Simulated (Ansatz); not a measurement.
**Cu: one change and its effect**

System: Cu (1 atom in the cell).
Method of run 1: Kohn-Sham DFT of a periodic cell, revPBE with D4, Ansatz PAW, no spin polarisation (Ansatz 0.2.0).

The structure derives from a Materials Project entry. Text and figures count atoms from 1; the logs count them from 0 in places.

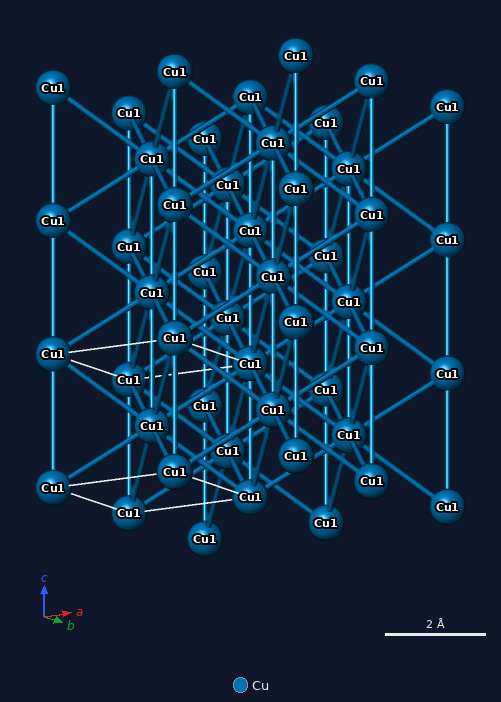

The structure as given in the input (ball-and-stick view of the cell 2 times as large as that of the calculation, set on its symmetry axes, repeated 2 × 2 × 3, seen at an oblique angle; atoms are numbered from 1 in the order of the input). An atom can appear more than once, as a periodic image.

### Input file, run 1
```yaml
crystal:
  lattice:
    - [-1.44279332, 1.44279332, 1.37608145]
    - [1.44279332, -1.44279332, 1.37608145]
    - [1.44279332, 1.44279332, -1.37608145]
  atoms:
    - { symbol: Cu, position: [0.0, 0.0, 0.0] }
hamiltonian:
  xc: revpbe
  pseudopotentials: { kind: paw }
  dispersion: d4
kpoints:
  mp_grid: { grid: [13, 13, 13] }
scf:
  occupations: { method: fermi_dirac, width: 0.05 }
output:
  forces: true
  stress: true
  eigenvalues: true
relax:
  f_tol: 0.01
  max_steps: 40
  cell: { stress_tol: 0.05 }
```

Command:
```bash
ansatz run input.yaml --threads 2 --pin off --max-ram 5632MiB --backend cpu --events-out ev --progress --plain --runs-dir out
```

Hardware: 2 threads of Arm Neoverse V2, 24 GiB of memory available, shared host.

### Output, shortened to warnings, some set-up lines, iterations and results (run 1)
```
Basis set: ecut = 420 eV, 225 PW (Γ), exchange–correlation on 36×36×36 points (8 copies of the dense FFT grid, shifted against one another)
Symmetry: 16 space group operations
k-points: 196 of 2197
Initial density: superposition of atomic densities (neutral atoms: chi_scale 0, normalization atom), corrected by the library's trained network
[...]
SCF iter   1: F=—  HF=-6629.825196 eV  |F-HF|=—  |Δ(HF+E_count)|=         —  Δρ=7.51e-3  dr2=3.27e-3  ethr=1.77e-3  ⟨swp⟩=5.5  Hψ=13872  notcnv=0
SCF iter   2: F=—  HF=-6629.824567 eV  |F-HF|=—  |Δ(HF+E_count)|=   6.29e-4  Δρ=5.94e-4  dr2=1.36e-5  ethr=1.72e-5  ⟨swp⟩=2.7  Hψ=5645  notcnv=0  defer=32
SCF iter   3: F=—  HF=-6629.824572 eV  |F-HF|=—  |Δ(HF+E_count)|=   4.28e-6  Δρ=4.25e-4  dr2=6.22e-6  ethr=7.16e-8  ⟨swp⟩=2.0  Hψ=4487  notcnv=0  defer=32
SCF iter   4: F=—  HF=-6629.824578 eV  |F-HF|=—  |Δ(HF+E_count)|=   6.83e-6  Δρ=5.33e-5  dr2=8.06e-8  ethr=3.28e-8  ⟨swp⟩=1.9  Hψ=3038  notcnv=0  defer=32
SCF iter   5: F=-6629.824579 eV  HF=-6629.824579 eV  |F-HF|=7.73e-10  |Δ(HF+E_count)|=   1.61e-7  Δρ=3.71e-6  dr2=3.60e-10  ethr=4.24e-10  ⟨swp⟩=2.1  Hψ=4527  notcnv=0  …
[... 46 lines ...]
SCF iter   4: F=—  HF=-6629.826175 eV  |F-HF|=—  |Δ(HF+E_count)|=   5.28e-9  Δρ=1.93e-6  dr2=1.16e-10  ethr=9.28e-11  ⟨swp⟩=2.1  Hψ=3776  notcnv=0
SCF iter   5: F=-6629.826175 eV  HF=-6629.826175 eV  |F-HF|=1.82e-12  |Δ(HF+E_count)|=  1.88e-10  Δρ=3.64e-8  dr2=3.10e-14  ethr=1.00e-12  ⟨swp⟩=2.5  Hψ=4438  notcnv=0
SCF iter   6: F=-6629.826175 eV  HF=-6629.826175 eV  |F-HF|=1.82e-12  |Δ(HF+E_count)|=  9.09e-13  Δρ=4.48e-9  dr2=5.87e-16  ethr=1.00e-12  ⟨swp⟩=3.1  Hψ=9459  notcnv=0
SCF 7 converged in 6 iterations: F = -6629.826175 eV  dr2 = 5.87e-16
relax step   7: F+E_penalty+E_count = -6629.82617499 eV  Δ(F+E_penalty+E_count) = +2.202e-4 eV  max|allowed force component| = 0.000e0 eV/Å  Δτ_max = 0.0000 Å  P = +0.007 GPa …
basis re-selected at this cell: Δ(F+E_penalty+E_count) = +2.202e-4 eV, ΔP = +0.024 GPa vs the last step (what re-selecting the basis moved, of the pressure what is left beyond the Pulay correction that the steps carried, after the strain that the cell walked since its last selection, with what the …
SCF converged after 6 iterations
Free energy (F): -6629.826175 eV
Harris-Foulkes:  -6629.826175 eV  (|F-HF|=1.82e-12)
Internal energy: -6629.823661 eV  (E = F + TS)
E sigma→0 (E₀):  -6629.824918 eV
Entropy (-TS):   -0.002514 eV (-2.514 meV/atom)
Fermi energy:    17.875181 eV
--- Per-component energies (eV) ---
  E_band       = -340.465384
  E_kinetic    = 300.464182
  E_local      = -3963.610306  (includes V_loc(G=0)·N_el)
  E_nonlocal   = 389.232168
  E_hartree    = 1750.063719
  E_xc         = -90.020269
  E_vxc        = -116.095223  (∫ρ·V_xc dr)
  E_paw        = -1666.199323  (= ΣΔE_a)
  E_vpaw       = -450.583945  (= ΣTr[D̂ρ^β])
  E_aug_tail   = 0.000300  (compensation charges beyond the density's cutoff)
  E_ewald      = -3348.699862
  E_disp       = -1.024316  (pairwise vdW)
  E_core_change = -0.029953  (= ΣΔE_core)
  E_smearing   = -0.002514  (= −TS)
  E_closure    = 0.000000  (closes the sum)
  Σ components = -6629.826175   (vs F -6629.826175, Δ=0.00e0)
--- Forces (eV/Å), atoms counted from 1 ---
  atom   1  Cu     0.00000000     0.00000000     0.00000000
  max |Σ_I F_I| component: 1.23e-32 eV/Å
--- Stress (GPa, compression-positive) ---
        0.007011       0.000000       0.000000
        0.000000       0.007011       0.000000
        0.000000       0.000000       0.005968
  P = ⅓ Tr σ = 0.0067 GPa (0.067 kbar)
--- Relaxed structure (6 steps of the walk, 6 accepted, 1 SCFs on fresh bases) ---
  F+E_penalty+E_count = -6629.82617499 eV   max|allowed force component| = 0.000e0 eV/Å   (the final SCF, on the basis selected at the relaxed cell)
  cell:  # Å, volume = 11.2670 Å³
    - [-1.432154995113939, 1.432154995113939, 1.373303516183823]
    - [1.432154995113939, -1.432154995113939, 1.373303516183823]
    - [1.432154995113939, 1.432154995113939, -1.373303516183823]
  atoms:
    - { symbol: Cu, position: [0.0, 0.0, 0.0] }
```

Run 2 used a changed input.

### The two runs side by side

| quantity | run 1 | run 2 |
| --- | --- | --- |
| outcome | converged | converged |
| free energy per atom (eV) | −6629.8262 | −6631.4553 |
| energy per atom, smearing taken to zero (eV) | −6629.8249 | −6631.4540 |
| gap on the mesh (eV) | 0.00 | 0.00 |
| pressure (GPa) | 0.01 | 0.01 |
| largest force (eV/Å) | 0.000 | 0.000 |
| SCF iterations | 42 | 42 |
| irreducible k-points | 196 | 196 |
| wall time (shared host) | 7.8 s | 7.9 s |

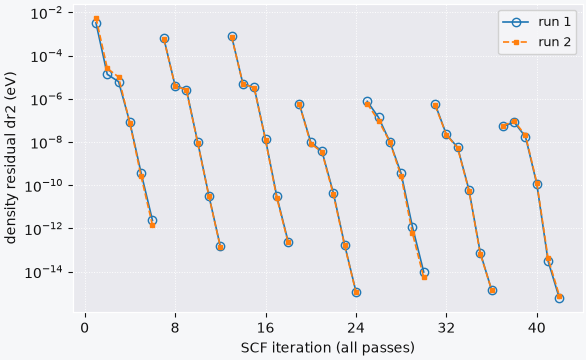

Convergence of the two runs: density residual dr2 against the SCF iteration. A break in a curve parts two SCF passes. Run 1 takes 42 iterations in all, and run 2 takes 42.

What was changed in the input?

The change (lines with − go, lines with + come):
```diff
-  xc: revpbe
+  xc: rpbe
```

The total energies belong to different methods, so their difference says nothing on which is more stable or more accurate. The functional changes from revPBE to RPBE. The number of SCF iterations is the same.

### Output, shortened to warnings, some set-up lines, iterations and results (run 2)
```
Basis set: ecut = 420 eV, 225 PW (Γ), exchange–correlation on 36×36×36 points (8 copies of the dense FFT grid, shifted against one another)
Symmetry: 16 space group operations
k-points: 196 of 2197
Initial density: superposition of atomic densities (neutral atoms: chi_scale 0, normalization atom), corrected by the library's trained network
[...]
SCF iter   1: F=—  HF=-6631.454951 eV  |F-HF|=—  |Δ(HF+E_count)|=         —  Δρ=9.92e-3  dr2=5.66e-3  ethr=1.77e-3  ⟨swp⟩=5.5  Hψ=13869  notcnv=0
SCF iter   2: F=—  HF=-6631.453759 eV  |F-HF|=—  |Δ(HF+E_count)|=   1.19e-3  Δρ=7.01e-4  dr2=2.57e-5  ethr=2.98e-5  ⟨swp⟩=2.7  Hψ=5758  notcnv=0  defer=53
SCF iter   3: F=—  HF=-6631.453760 eV  |F-HF|=—  |Δ(HF+E_count)|=   7.49e-7  Δρ=5.29e-4  dr2=1.02e-5  ethr=1.35e-7  ⟨swp⟩=2.0  Hψ=4425  notcnv=0  defer=53
SCF iter   4: F=—  HF=-6631.453769 eV  |F-HF|=—  |Δ(HF+E_count)|=   9.12e-6  Δρ=4.89e-5  dr2=7.39e-8  ethr=5.38e-8  ⟨swp⟩=1.8  Hψ=3107  notcnv=0  defer=53
SCF iter   5: F=-6631.453769 eV  HF=-6631.453769 eV  |F-HF|=1.82e-11  |Δ(HF+E_count)|=   1.42e-7  Δρ=2.81e-6  dr2=2.54e-10  ethr=3.89e-10  ⟨swp⟩=2.0  Hψ=4421  notcnv=0  …
[... 46 lines ...]
SCF iter   4: F=—  HF=-6631.455288 eV  |F-HF|=—  |Δ(HF+E_count)|=   6.12e-9  Δρ=2.02e-6  dr2=1.32e-10  ethr=1.07e-10  ⟨swp⟩=2.1  Hψ=3783  notcnv=0
SCF iter   5: F=-6631.455288 eV  HF=-6631.455288 eV  |F-HF|=9.09e-13  |Δ(HF+E_count)|=  2.27e-10  Δρ=4.10e-8  dr2=4.11e-14  ethr=1.00e-12  ⟨swp⟩=2.5  Hψ=4459  notcnv=0
SCF iter   6: F=-6631.455288 eV  HF=-6631.455288 eV  |F-HF|=0.00e0  |Δ(HF+E_count)|=  1.82e-12  Δρ=5.11e-9  dr2=7.79e-16  ethr=1.00e-12  ⟨swp⟩=3.1  Hψ=9468  notcnv=0
SCF 7 converged in 6 iterations: F = -6631.455288 eV  dr2 = 7.79e-16
relax step   7: F+E_penalty+E_count = -6631.45528840 eV  Δ(F+E_penalty+E_count) = +2.332e-4 eV  max|allowed force component| = 0.000e0 eV/Å  Δτ_max = 0.0000 Å  P = +0.007 GPa …
basis re-selected at this cell: Δ(F+E_penalty+E_count) = +2.332e-4 eV, ΔP = +0.025 GPa vs the last step (what re-selecting the basis moved, of the pressure what is left beyond the Pulay correction that the steps carried, after the strain that the cell walked since its last selection, with what the …
SCF converged after 6 iterations
Free energy (F): -6631.455288 eV
Harris-Foulkes:  -6631.455288 eV  (|F-HF|=0.00e0)
Internal energy: -6631.452784 eV  (E = F + TS)
E sigma→0 (E₀):  -6631.454036 eV
Entropy (-TS):   -0.002505 eV (-2.505 meV/atom)
Fermi energy:    17.907441 eV
--- Per-component energies (eV) ---
  E_band       = -340.015696
  E_kinetic    = 300.405683
  E_local      = -3964.399566  (includes V_loc(G=0)·N_el)
  E_nonlocal   = 389.128234
  E_hartree    = 1750.698848
  E_xc         = -90.026803
  E_vxc        = -116.059428  (∫ρ·V_xc dr)
  E_paw        = -1667.740745  (= ΣΔE_a)
  E_vpaw       = -450.488622  (= ΣTr[D̂ρ^β])
  E_aug_tail   = 0.000307  (compensation charges beyond the density's cutoff)
  E_ewald      = -3348.307320
  E_disp       = -1.169159  (pairwise vdW)
  E_core_change = -0.042261  (= ΣΔE_core)
  E_smearing   = -0.002505  (= −TS)
  E_closure    = -0.000000  (closes the sum)
  Σ components = -6631.455288   (vs F -6631.455288, Δ=0.00e0)
--- Forces (eV/Å), atoms counted from 1 ---
  atom   1  Cu    -0.00000000     0.00000000    -0.00000000
  max |Σ_I F_I| component: 1.73e-31 eV/Å
--- Stress (GPa, compression-positive) ---
        0.007056       0.000000      -0.000000
        0.000000       0.007056      -0.000000
       -0.000000      -0.000000       0.006845
  P = ⅓ Tr σ = 0.0070 GPa (0.070 kbar)
--- Relaxed structure (6 steps of the walk, 6 accepted, 1 SCFs on fresh bases) ---
  F+E_penalty+E_count = -6631.45528840 eV   max|allowed force component| = 0.000e0 eV/Å   (the final SCF, on the basis selected at the relaxed cell)
  cell:  # Å, volume = 11.2709 Å³
    - [-1.4326206385471894, 1.4326206385471894, 1.3728882737006116]
    - [1.4326206385471894, -1.4326206385471894, 1.3728882737006116]
    - [1.4326206385471894, 1.4326206385471894, -1.3728882737006116]
  atoms:
    - { symbol: Cu, position: [0.0, 0.0, 0.0] }
```

For both runs: Points of doubt noted for this run: forces on files of another functional.
